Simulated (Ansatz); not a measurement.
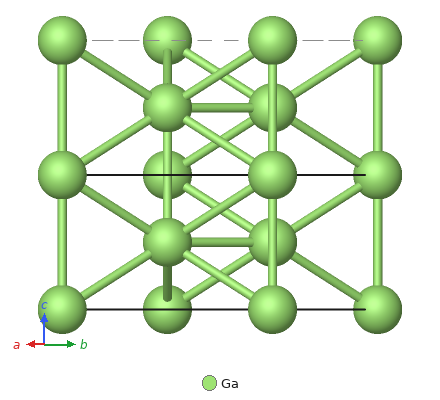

The structure, seen along [210]; the drawing may span several cells.

Given this structure, the geometry relaxed with Ansatz, DFT, PBEsol, plane waves (420 eV) with PAW, scalar-relativistic; the starting structure was generated, so it need not be a known form of this composition, written in its standard cell:

```cif
data_structure
_symmetry_space_group_name_H-M 'P6/mmm'
_symmetry_Int_Tables_number 191
_cell_length_a 4.6078
_cell_length_b 4.6078
_cell_length_c 2.9468
_cell_angle_alpha 90.000
_cell_angle_beta 90.000
_cell_angle_gamma 120.000
_cell_volume 54.18
loop_
_atom_site_label
_atom_site_type_symbol
_atom_site_symmetry_multiplicity
_atom_site_Wyckoff_symbol
_atom_site_fract_x
_atom_site_fract_y
_atom_site_fract_z
_atom_site_occupancy
Ga1 Ga 1 a 0.00000 0.00000 0.00000 1
Ga2 Ga 2 d 0.33333 0.66667 0.50000 1
```

### What does the kinematic electron diffraction pattern along [210] look like at 300 kV (B = 1 Å²)?

The spots form a rectangular net whose two shortest vectors correspond to d = 2.95 Å and 2.30 Å, 90.0° apart. They are 0 0 1 and 1 -2 0. The pattern has symmetry 2mm. No reflection of this zone is absent.

Strongest reflections with d > 0.80 Å, one of each family (|F|² from tabulated Gaussian fits of the electron scattering factors, times a small damping for the curvature of the Ewald sphere):

```tsv
hkl	d (Å)	I (strongest = 100)
1 -2 0	2.304	100
0 0 2	1.473	38
1 -2 2	1.241	25
2 -4 0	1.152	20
0 0 1	2.947	17
2 -4 2	0.908	9
```

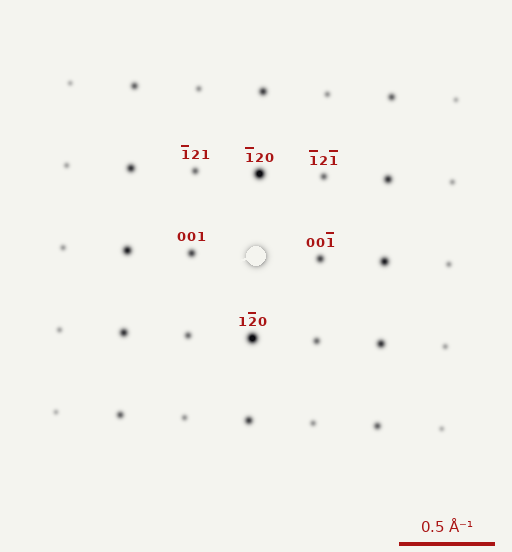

Calculated pattern, seen from the source side with [210] pointing towards the source.
